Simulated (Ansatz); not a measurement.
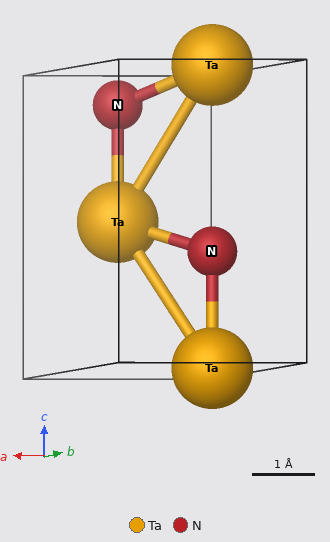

Fig. 1: The structure as given in the input (ball-and-stick view of the cell of the calculation, seen at an oblique angle).

**Run report: TaN, single-point calculation (part 1 of 2)**

- system: TaN (P6₃mc, 4 atoms in the cell)
- method: DFT LDA+U+J, spin-orbit coupling, plane waves, PAW, U = 7 eV, J = 0.9 eV on Ta atom 1 d; U = 7 eV, J = 0.9 eV on Ta atom 2 d (Ansatz 0.2.0)

The structure derives from an entry of the Crystallography Open Database. It belongs to a series of runs on one base structure; here: natural orbitals of the symmetric run, filled by rank. Figures and captions count atoms from 1; the log counts them from 0 in places.

### The program's output
```
Warning: output.stress: scf.convergence.dr2_threshold = 1e-7 eV (the SCF's general default) is looser than the 4e-10 eV advised for a printed stress (1e-10 eV for each atom of the cell: 4). What an SCF threshold leaves in a stress goes as its square root, and in the free energy as the threshold itself, and one threshold admits the most on a small cell: of the crystals measured, under no hybrid functional and no lock of the moments, on runs that ended without the residual-converged pass, on stresses that held no estimate of that error, the worst erred by over 100 MPa in a component at 1e-7 eV an atom and by under 5 at 1e-10. Set scf.convergence.dr2_threshold to 4e-10 eV or tighter. The threshold is an SCF's pass mark: one that does not reach it within its budget of iterations ends unconverged, or closes short of it on a stop that the run arms, and scf.convergence.dr2_threshold's page says what that costs each kind of run
Ta: projections on atomic orbitals take those of the free atom [Kr 4d10 4f14] 5s2 5p6 5d3 6s2, of charge +0.00 (hamiltonian.pseudopotentials.projection_atoms); the dataset's partial waves leave at most 1.2e-6 of an orbital's norm unspanned inside its sphere
N: projections on atomic orbitals take those of the free atom [He] 2s2 2p3, of charge +0.00 (hamiltonian.pseudopotentials.projection_atoms); the dataset's partial waves leave at most 3.0e-12 of an orbital's norm unspanned inside its sphere
Engine: ansatz 0.2.0, x86_64-unknown-linux-gnu
Pseudopotentials: kind: paw_fr
Pseudopotential: Ta, paw_fr, valence charge 13, recommended cutoff 420 eV (normal), Ta.paw.azcp#standard-fr
Pseudopotential: N, paw_fr, valence charge 5, recommended cutoff 420 eV (normal), N.paw.azcp#standard-fr
Functional definition: SPW92
  exchange = slater_x
  correlation = pw_c
Crystal: 4 atoms, lattice volume = 39.798 Å³
Basis set: ecut = 420 eV, 785 PW (Γ)
Bands: 44, of which v1, the nominal top of the filled ones, is band 36 counted from 1 (35 counted from 0)
Symmetry: 1 space group operations + 1 with time reversal
Magnetic group: BNS 4.9 (UNI 16), of the structure as read, at distance tolerance 3.4e-5 Å
k-points: 147 of 196 (time reversal used)
Projection manifold: j_resolved (fully-relativistic pseudo-atomic orbitals)
Non-local potential: Ta, projectors of the file, l = 0: 3, l = 1: 4, l = 2: 4, l = 3: 2
Non-local potential: N, projectors of the file, l = 0: 2, l = 1: 4, l = 2: 2
PAW form: soft (Blöchl's): semilocal exchange-correlation on the pseudo side does not see the compensation charge
PAW frozen core: Ta, regenerated for the run's functional, and the local potential with it (the file was generated under x = pbe(κ = 0.804, μ = 0.2195149727645171), c = pbe(β = 0.06672455060314922))
PAW frozen core: N, regenerated for the run's functional, and the local potential with it (the file was generated under x = pbe(κ = 0.804, μ = 0.2195149727645171), c = pbe(β = 0.06672455060314922))
PAW one-centre angular grid: Ta, 590 points (default); XC on 64 Gauss nodes
PAW one-centre angular grid: N, 110 points (default); XC on 64 Gauss nodes
Initial density: superposition of atomic densities (chi_scale 0.1, normalization cell, long waves kept (reshape's long-wave potential 0.00 eV rms))
Starting moments: Σ|m| = 4 μB on 2 of 4 sites
Initial wavefunctions: pseudopotential atomic-orbital guess
Functional: x = slater, c = lda
SCF iter   1: F=—  HF=-20136.401585 eV  |F-HF|=—  |Δ(HF+E_count)|=         —  Δρ=1.60e-1  dr2=9.94e0  dr2_m=1.65e0  ethr=3.10e-3  |M|=2.02e0 ∫|m|=2.18e0 μB  |m|>n=0.0e0 m-floor=0.0e0 τ_xc=3.5e-17  β_m=0.30  ⟨swp⟩=6.3  Hψ=32282  notcnv=0  defer=4
preconditioner: auto → Kerker (q_TF=auto, 2.683 Å⁻¹)  [metal: Δε(μ)=0.012 eV  Ē_g=12.143 eV  σ=0.050 eV  W_gap=0.14  n_scr=10 (ndim 8)  ℏωp=26.3 eV  f_vac=0.000  D(μ)=1.31/eV (n_scr^D=8)]
spin=Noncollinear: Kerker preconditioning applied to the charge; magnetization (m_x, m_y, m_z) channels mix plain (no charge-response kernel on spin).
SCF iter   2: F=—  HF=-20134.642263 eV  |F-HF|=—  |Δ(HF+E_count)|=    1.76e0  Δρ=8.74e-2  dr2=3.07e0  dr2_m=8.33e-1  ethr=3.10e-3  |M|=1.95e0 ∫|m|=2.14e0 μB  |m|>n=0.0e0 m-floor=0.0e0 τ_xc=4.0e-17  β_m=0.30  ⟨swp⟩=3.0  Hψ=12017  notcnv=0  defer=368
SCF iter   3: F=—  HF=-20133.969597 eV  |F-HF|=—  |Δ(HF+E_count)|=   6.73e-1  Δρ=4.88e-2  dr2=2.45e-1  dr2_m=4.35e-1  ethr=3.10e-3  |M|=1.79e0 ∫|m|=2.04e0 μB  |m|>n=0.0e0 m-floor=0.0e0 τ_xc=3.3e-17  β_m=0.30  ⟨swp⟩=3.1  Hψ=11108  notcnv=0  defer=369
SCF iter   4: F=—  HF=-20133.966821 eV  |F-HF|=—  |Δ(HF+E_count)|=   2.78e-3  Δρ=3.57e-2  dr2=1.55e-2  dr2_m=2.33e-1  ethr=6.79e-4  |M|=1.73e0 ∫|m|=1.98e0 μB  |m|>n=0.0e0 m-floor=0.0e0 τ_xc=2.7e-17  β_m=0.30  ⟨swp⟩=3.3  Hψ=11586  notcnv=0  defer=332
SCF iter   5: F=—  HF=-20133.999459 eV  |F-HF|=—  |Δ(HF+E_count)|=   3.26e-2  Δρ=2.59e-2  dr2=2.41e-3  dr2_m=1.22e-1  ethr=4.31e-5  |M|=1.69e0 ∫|m|=1.94e0 μB  |m|>n=0.0e0 m-floor=0.0e0 τ_xc=2.4e-17  β_m=0.30  ⟨swp⟩=2.4  Hψ=10925  notcnv=0  defer=331
SCF iter   6: F=—  HF=-20134.019861 eV  |F-HF|=—  |Δ(HF+E_count)|=   2.04e-2  Δρ=1.87e-2  dr2=4.24e-4  dr2_m=6.33e-2  ethr=6.70e-6  |M|=1.66e0 ∫|m|=1.92e0 μB  |m|>n=0.0e0 m-floor=0.0e0 τ_xc=2.3e-17  β_m=0.30  ⟨swp⟩=2.1  Hψ=11133  notcnv=0  defer=331
SCF iter   7: F=—  HF=-20134.030289 eV  |F-HF|=—  |Δ(HF+E_count)|=   1.04e-2  Δρ=1.36e-2  dr2=3.44e-5  dr2_m=3.35e-2  ethr=1.18e-6  |M|=1.64e0 ∫|m|=1.90e0 μB  |m|>n=0.0e0 m-floor=0.0e0 τ_xc=2.2e-17  β_m=0.30  ⟨swp⟩=2.0  Hψ=10909  notcnv=0  defer=332
Mixer restart at iter 7: flushing history
spin-set hold released at iteration 7 (site moments contracting): the magnetisation degrees of freedom join the quasi-Newton model from the next iteration; the mixer history was flushed
SCF iter   8: F=—  HF=-20134.035852 eV  |F-HF|=—  |Δ(HF+E_count)|=   5.56e-3  Δρ=9.89e-3  dr2=2.91e-5  dr2_m=1.77e-2  ethr=9.54e-8  |M|=1.62e0 ∫|m|=1.89e0 μB  |m|>n=0.0e0 m-floor=0.0e0 τ_xc=2.1e-17  β_m=0.65  ⟨swp⟩=3.0  Hψ=12347  notcnv=0  defer=334
SCF iter   9: F=—  HF=-20134.042508 eV  |F-HF|=—  |Δ(HF+E_count)|=   6.66e-3  Δρ=4.24e-4  dr2=9.98e-6  dr2_m=3.24e-5  ethr=8.08e-8  |M|=1.57e0 ∫|m|=1.84e0 μB  |m|>n=0.0e0 m-floor=0.0e0 τ_xc=2.0e-17  β_m=0.82  ⟨swp⟩=4.0  Hψ=15633  notcnv=0  defer=334
SCF iter  10: F=—  HF=-20134.042549 eV  |F-HF|=—  |Δ(HF+E_count)|=   4.15e-5  Δρ=1.60e-4  dr2=2.41e-6  dr2_m=4.63e-6  ethr=2.77e-8  |M|=1.56e0 ∫|m|=1.84e0 μB  |m|>n=0.0e0 m-floor=0.0e0 τ_xc=2.0e-17  β_m=0.91  ⟨swp⟩=2.0  Hψ=11317  notcnv=0  defer=334
SCF iter  11: F=—  HF=-20134.042557 eV  |F-HF|=—  |Δ(HF+E_count)|=   7.73e-6  Δρ=2.00e-5  dr2=1.71e-7  dr2_m=3.48e-8  ethr=6.68e-9  |M|=1.56e0 ∫|m|=1.83e0 μB  |m|>n=0.0e0 m-floor=0.0e0 τ_xc=1.9e-17  β_m=0.91  ⟨swp⟩=2.0  Hψ=11477  notcnv=0  defer=334
Mixer restart at iter 11: flushing history
SCF iter  12: F=—  HF=-20134.047665 eV  |F-HF|=—  |Δ(HF+E_count)|=         —  Δρ=3.76e-5  dr2=4.54e-7  dr2_m=2.58e-7  ethr=4.75e-10  |M|=1.56e0 ∫|m|=1.83e0 μB  |m|>n=0.0e0 m-floor=0.0e0 τ_xc=2.0e-17  β_m=0.91  ⟨swp⟩=3.6  Hψ=12789  notcnv=0  defer=334
SCF iter  13: F=—  HF=-20140.120558 eV  |F-HF|=—  |Δ(HF+E_count)|=    6.07e0  Δρ=2.99e-2  dr2=3.21e-1  dr2_m=1.07e-1  ethr=4.75e-10  |M|=6.33e-1 ∫|m|=9.17e-1 μB  |m|>n=0.0e0 m-floor=0.0e0 τ_xc=2.0e-17  β_m=0.08  ⟨swp⟩=8.4  Hψ=45770  notcnv=0  defer=344
SCF iter  14: F=—  HF=-20140.243522 eV  |F-HF|=—  |Δ(HF+E_count)|=   1.23e-1  Δρ=2.58e-2  dr2=2.38e-1  dr2_m=9.73e-2  ethr=4.75e-10  |M|=5.78e-1 ∫|m|=8.56e-1 μB  |m|>n=0.0e0 m-floor=0.0e0 τ_xc=1.8e-17  β_m=0.07  ⟨swp⟩=6.0  Hψ=32319  notcnv=0  defer=370
SCF iter  15: F=—  HF=-20140.316052 eV  |F-HF|=—  |Δ(HF+E_count)|=   7.25e-2  Δρ=2.03e-2  dr2=1.48e-1  dr2_m=7.41e-2  ethr=4.75e-10  |M|=5.29e-1 ∫|m|=7.93e-1 μB  |m|>n=0.0e0 m-floor=0.0e0 τ_xc=1.4e-17  β_m=0.24  ⟨swp⟩=6.1  Hψ=33294  notcnv=0  defer=370
SCF iter  16: F=—  HF=-20140.686173 eV  |F-HF|=—  |Δ(HF+E_count)|=   3.70e-1  Δρ=1.30e-2  dr2=1.08e-2  dr2_m=3.06e-2  ethr=4.75e-10  |M|=4.24e-1 ∫|m|=6.07e-1 μB  |m|>n=0.0e0 m-floor=0.0e0 τ_xc=7.1e-18  β_m=0.66  ⟨swp⟩=7.1  Hψ=37250  notcnv=0  defer=375
SCF iter  17: F=—  HF=-20141.145065 eV  |F-HF|=—  |Δ(HF+E_count)|=   4.59e-1  Δρ=4.10e-3  dr2=3.97e-3  dr2_m=3.05e-3  ethr=4.75e-10  |M|=7.20e-2 ∫|m|=1.30e-1 μB  |m|>n=0.0e0 m-floor=0.0e0 τ_xc=3.0e-19  β_m=0.75  ⟨swp⟩=7.5  Hψ=41447  notcnv=0  defer=423
SCF iter  18: F=—  HF=-20141.155347 eV  |F-HF|=—  |Δ(HF+E_count)|=   1.03e-2  Δρ=1.59e-3  dr2=9.75e-4  dr2_m=3.84e-4  ethr=4.75e-10  |M|=4.10e-2 ∫|m|=6.98e-2 μB  |m|>n=0.0e0 m-floor=0.0e0 τ_xc=3.2e-20  β_m=0.88  ⟨swp⟩=6.8  Hψ=33796  notcnv=0  defer=420
SCF iter  19: F=—  HF=-20141.156834 eV  |F-HF|=—  |Δ(HF+E_count)|=   1.49e-3  Δρ=4.30e-4  dr2=5.12e-5  dr2_m=2.63e-5  ethr=4.75e-10  |M|=5.30e-2 ∫|m|=7.36e-2 μB  |m|>n=0.0e0 m-floor=0.0e0 τ_xc=1.8e-20  β_m=0.94  ⟨swp⟩=6.1  Hψ=28546  notcnv=0  defer=420
SCF iter  20: F=—  HF=-20141.157258 eV  |F-HF|=—  |Δ(HF+E_count)|=   4.24e-4  Δρ=4.10e-4  dr2=1.52e-6  dr2_m=2.47e-5  ethr=4.75e-10  |M|=7.23e-2 ∫|m|=9.34e-2 μB  |m|>n=0.0e0 m-floor=0.0e0 τ_xc=2.8e-20  β_m=0.97  ⟨swp⟩=5.0  Hψ=21348  notcnv=0  defer=420
SCF iter  21: F=—  HF=-20141.157683 eV  |F-HF|=—  |Δ(HF+E_count)|=   4.24e-4  Δρ=4.47e-4  dr2=6.92e-7  dr2_m=2.85e-5  ethr=4.75e-10  |M|=9.27e-2 ∫|m|=1.16e-1 μB  |m|>n=0.0e0 m-floor=0.0e0 τ_xc=4.4e-20  β_m=0.98  ⟨swp⟩=4.8  Hψ=19937  notcnv=0  defer=420
SCF iter  22: F=—  HF=-20141.158089 eV  |F-HF|=—  |Δ(HF+E_count)|=   4.07e-4  Δρ=3.93e-4  dr2=1.03e-6  dr2_m=2.20e-5  ethr=4.75e-10  |M|=1.12e-1 ∫|m|=1.39e-1 μB  |m|>n=0.0e0 m-floor=0.0e0 τ_xc=6.7e-20  β_m=0.44  ⟨swp⟩=4.7  Hψ=19856  notcnv=0  defer=420
SCF iter  23: F=—  HF=-20141.158534 eV  |F-HF|=—  |Δ(HF+E_count)|=   4.45e-4  Δρ=2.17e-4  dr2=2.52e-6  dr2_m=7.78e-6  ethr=4.75e-10  |M|=1.40e-1 ∫|m|=1.72e-1 μB  |m|>n=0.0e0 m-floor=0.0e0 τ_xc=1.2e-19  β_m=0.99  ⟨swp⟩=5.6  Hψ=25360  notcnv=0  defer=420
SCF iter  24: F=—  HF=-20141.158193 eV  |F-HF|=—  |Δ(HF+E_count)|=   3.41e-4  Δρ=5.53e-4  dr2=2.08e-6  dr2_m=4.36e-5  ethr=4.75e-10  |M|=1.79e-1 ∫|m|=2.24e-1 μB  |m|>n=0.0e0 m-floor=0.0e0 τ_xc=2.5e-19  β_m=1.00  ⟨swp⟩=6.1  Hψ=28726  notcnv=0  defer=420  recentre
SCF iter  25: F=—  HF=-20141.158502 eV  |F-HF|=—  |Δ(HF+E_count)|=   3.08e-4  Δρ=2.70e-4  dr2=4.72e-7  dr2_m=1.02e-5  ethr=4.75e-10  |M|=1.36e-1 ∫|m|=1.67e-1 μB  |m|>n=0.0e0 m-floor=0.0e0 τ_xc=1.1e-19  β_m=0.89  ⟨swp⟩=6.0  Hψ=28310  notcnv=0  defer=420
SCF iter  26: F=—  HF=-20141.158546 eV  |F-HF|=—  |Δ(HF+E_count)|=   4.47e-5  Δρ=2.60e-4  dr2=3.61e-7  dr2_m=9.35e-6  ethr=4.75e-10  |M|=1.41e-1 ∫|m|=1.72e-1 μB  |m|>n=0.0e0 m-floor=0.0e0 τ_xc=1.2e-19  β_m=0.59  ⟨swp⟩=4.0  Hψ=15909  notcnv=0  defer=415
SCF iter  27: F=—  HF=-20141.158663 eV  |F-HF|=—  |Δ(HF+E_count)|=   1.17e-4  Δρ=1.17e-4  dr2=2.66e-7  dr2_m=1.82e-6  ethr=4.75e-10  |M|=1.56e-1 ∫|m|=1.90e-1 μB  |m|>n=0.0e0 m-floor=0.0e0 τ_xc=1.4e-19  β_m=0.97  ⟨swp⟩=4.6  Hψ=19868  notcnv=0  defer=415
SCF iter  28: F=—  HF=-20141.158648 eV  |F-HF|=—  |Δ(HF+E_count)|=   1.51e-5  Δρ=1.64e-4  dr2=5.92e-7  dr2_m=4.25e-6  ethr=4.75e-10  |M|=1.75e-1 ∫|m|=2.13e-1 μB  |m|>n=0.0e0 m-floor=0.0e0 τ_xc=2.0e-19  β_m=0.99  ⟨swp⟩=5.0  Hψ=21451  notcnv=0  defer=411  recentre
SCF iter  29: F=—  HF=-20141.158676 eV  |F-HF|=—  |Δ(HF+E_count)|=   2.82e-5  Δρ=1.42e-4  dr2=2.69e-7  dr2_m=2.56e-6  ethr=4.75e-10  |M|=1.60e-1 ∫|m|=1.91e-1 μB  |m|>n=0.0e0 m-floor=0.0e0 τ_xc=1.5e-19  β_m=0.36  ⟨swp⟩=5.2  Hψ=22443  notcnv=0  defer=410
SCF iter  30: F=—  HF=-20141.158719 eV  |F-HF|=—  |Δ(HF+E_count)|=   4.24e-5  Δρ=9.28e-5  dr2=1.06e-7  dr2_m=9.45e-7  ethr=4.75e-10  |M|=1.69e-1 ∫|m|=2.01e-1 μB  |m|>n=0.0e0 m-floor=0.0e0 τ_xc=1.7e-19  β_m=1.00  ⟨swp⟩=4.2  Hψ=17262  notcnv=0  defer=410
SCF iter  31: F=—  HF=-20141.158733 eV  |F-HF|=—  |Δ(HF+E_count)|=   1.40e-5  Δρ=6.32e-5  dr2=1.36e-7  dr2_m=4.64e-7  ethr=2.78e-10  |M|=1.74e-1 ∫|m|=2.07e-1 μB  |m|>n=0.0e0 m-floor=0.0e0 τ_xc=1.8e-19  β_m=1.00  ⟨swp⟩=18.4  Hψ=58687  notcnv=0
SCF iter  32: F=—  HF=-20141.158736 eV  |F-HF|=—  |Δ(HF+E_count)|=   3.30e-6  Δρ=7.07e-5  dr2=5.03e-8  dr2_m=5.33e-7  ethr=2.78e-10  |M|=1.74e-1 ∫|m|=2.06e-1 μB  |m|>n=0.0e0 m-floor=0.0e0 τ_xc=1.8e-19  β_m=1.00  ⟨swp⟩=8.8  Hψ=46549  notcnv=0
SCF iter  33: F=—  HF=-20141.158722 eV  |F-HF|=—  |Δ(HF+E_count)|=   1.41e-5  Δρ=7.69e-5  dr2=8.67e-8  dr2_m=6.54e-7  ethr=1.40e-10  |M|=1.70e-1 ∫|m|=2.03e-1 μB  |m|>n=0.0e0 m-floor=0.0e0 τ_xc=1.7e-19  β_m=1.00  ⟨swp⟩=13.2  Hψ=52001  notcnv=0
SCF iter  34: F=—  HF=-20141.158713 eV  |F-HF|=—  |Δ(HF+E_count)|=   8.51e-6  Δρ=8.13e-5  dr2=1.17e-7  dr2_m=7.39e-7  ethr=1.40e-10  |M|=1.68e-1 ∫|m|=2.01e-1 μB  |m|>n=0.0e0 m-floor=0.0e0 τ_xc=1.7e-19  β_m=0.17  ⟨swp⟩=12.1  Hψ=48060  notcnv=0
SCF iter  35: F=—  HF=-20141.158727 eV  |F-HF|=—  |Δ(HF+E_count)|=   1.37e-5  Δρ=7.73e-5  dr2=5.93e-8  dr2_m=6.96e-7  ethr=1.40e-10  |M|=1.72e-1 ∫|m|=2.04e-1 μB  |m|>n=0.0e0 m-floor=0.0e0 τ_xc=1.7e-19  β_m=0.45  ⟨swp⟩=8.5  Hψ=49422  notcnv=0
SCF iter  36: F=—  HF=-20141.158752 eV  |F-HF|=—  |Δ(HF+E_count)|=   2.53e-5  Δρ=6.59e-5  dr2=2.43e-8  dr2_m=4.52e-7  ethr=1.40e-10  |M|=1.78e-1 ∫|m|=2.10e-1 μB  |m|>n=0.0e0 m-floor=0.0e0 τ_xc=1.9e-19  β_m=0.58  ⟨swp⟩=13.8  Hψ=57744  notcnv=0
SCF iter  37: F=—  HF=-20141.158783 eV  |F-HF|=—  |Δ(HF+E_count)|=   3.08e-5  Δρ=3.58e-5  dr2=1.05e-7  dr2_m=1.56e-7  ethr=6.75e-11  |M|=1.88e-1 ∫|m|=2.18e-1 μB  |m|>n=0.0e0 m-floor=0.0e0 τ_xc=2.0e-19  β_m=1.00  ⟨swp⟩=14.5  Hψ=60364  notcnv=0
SCF iter  38: F=—  HF=-20141.158787 eV  |F-HF|=—  |Δ(HF+E_count)|=   4.12e-6  Δρ=2.94e-5  dr2=2.05e-8  dr2_m=1.02e-7  ethr=6.75e-11  |M|=1.89e-1 ∫|m|=2.20e-1 μB  |m|>n=0.0e0 m-floor=0.0e0 τ_xc=2.0e-19  β_m=1.00  ⟨swp⟩=7.9  Hψ=47822  notcnv=0
SCF iter  39: F=—  HF=-20141.158793 eV  |F-HF|=—  |Δ(HF+E_count)|=   5.62e-6  Δρ=1.03e-5  dr2=9.67e-9  dr2_m=1.95e-8  ethr=5.71e-11  |M|=1.94e-1 ∫|m|=2.25e-1 μB  |m|>n=0.0e0 m-floor=0.0e0 τ_xc=2.1e-19  β_m=1.00  ⟨swp⟩=13.5  Hψ=56776  notcnv=0
SCF iter  40: F=—  HF=-20141.158793 eV  |F-HF|=—  |Δ(HF+E_count)|=   2.82e-7  Δρ=8.70e-6  dr2=5.66e-9  dr2_m=1.25e-8  ethr=2.68e-11  |M|=1.93e-1 ∫|m|=2.24e-1 μB  |m|>n=0.0e0 m-floor=0.0e0 τ_xc=2.1e-19  β_m=1.00  ⟨swp⟩=12.1  Hψ=47692  notcnv=0
SCF iter  41: F=—  HF=-20141.158793 eV  |F-HF|=—  |Δ(HF+E_count)|=   8.85e-8  Δρ=9.56e-6  dr2=9.52e-9  dr2_m=1.19e-8  ethr=1.57e-11  |M|=1.93e-1 ∫|m|=2.23e-1 μB  |m|>n=0.0e0 m-floor=0.0e0 τ_xc=2.0e-19  β_m=0.70  ⟨swp⟩=11.2  Hψ=44571  notcnv=0
iter 42 did not close the SCF: its close was put off for a magnetic moment that had not settled (scf_convergence_deferred on its scf_iter line)
SCF iter  42: F=-20141.158794 eV  HF=-20141.158794 eV  |F-HF|=2.04e-8  |Δ(HF+E_count)|=   6.78e-7  Δρ=4.28e-6  dr2=1.48e-9  dr2_m=2.64e-9  ethr=1.57e-11  |M|=1.94e-1 ∫|m|=2.25e-1 μB  |m|>n=0.0e0 m-floor=0.0e0 τ_xc=2.1e-19  β_m=0.99  ⟨swp⟩=12.2  Hψ=48217  notcnv=0
iter 43 did not close the SCF: its close was put off for a magnetic moment that had not settled (scf_convergence_deferred on its scf_iter line)
SCF iter  43: F=-20141.158794 eV  HF=-20141.158794 eV  |F-HF|=1.52e-8  |Δ(HF+E_count)|=   1.04e-8  Δρ=3.36e-6  dr2=1.10e-9  dr2_m=2.00e-9  ethr=4.12e-12  |M|=1.94e-1 ∫|m|=2.25e-1 μB  |m|>n=0.0e0 m-floor=0.0e0 τ_xc=2.1e-19  β_m=0.99  ⟨swp⟩=5.2  Hψ=40142  notcnv=0
iter 44 did not close the SCF: its close was put off for a magnetic moment that had not settled (scf_convergence_deferred on its scf_iter line)
SCF iter  44: F=-20141.158794 eV  HF=-20141.158794 eV  |F-HF|=6.51e-9  |Δ(HF+E_count)|=   3.06e-8  Δρ=1.97e-6  dr2=5.99e-10  dr2_m=6.72e-10  ethr=3.07e-12  |M|=1.94e-1 ∫|m|=2.25e-1 μB  |m|>n=0.0e0 m-floor=0.0e0 τ_xc=2.1e-19  β_m=1.00  ⟨swp⟩=5.0  Hψ=42108  notcnv=0
iter 45 did not close the SCF: its close was put off for a magnetic moment that had not settled (scf_convergence_deferred on its scf_iter line)
SCF iter  45: F=-20141.158794 eV  HF=-20141.158794 eV  |F-HF|=1.35e-9  |Δ(HF+E_count)|=   3.33e-8  Δρ=1.43e-6  dr2=7.43e-11  dr2_m=2.46e-10  ethr=1.66e-12  |M|=1.94e-1 ∫|m|=2.25e-1 μB  |m|>n=0.0e0 m-floor=0.0e0 τ_xc=2.0e-19  β_m=1.00  ⟨swp⟩=4.9  Hψ=39764  notcnv=0
SCF iter  46: F=-20141.158794 eV  HF=-20141.158794 eV  |F-HF|=4.40e-10  |Δ(HF+E_count)|=   7.51e-9  Δρ=8.73e-7  dr2=4.53e-11  dr2_m=9.17e-11  ethr=1.00e-12  |M|=1.94e-1 ∫|m|=2.25e-1 μB  |m|>n=0.0e0 m-floor=0.0e0 τ_xc=2.1e-19  ⟨swp⟩=4.9  Hψ=36271  notcnv=0
```
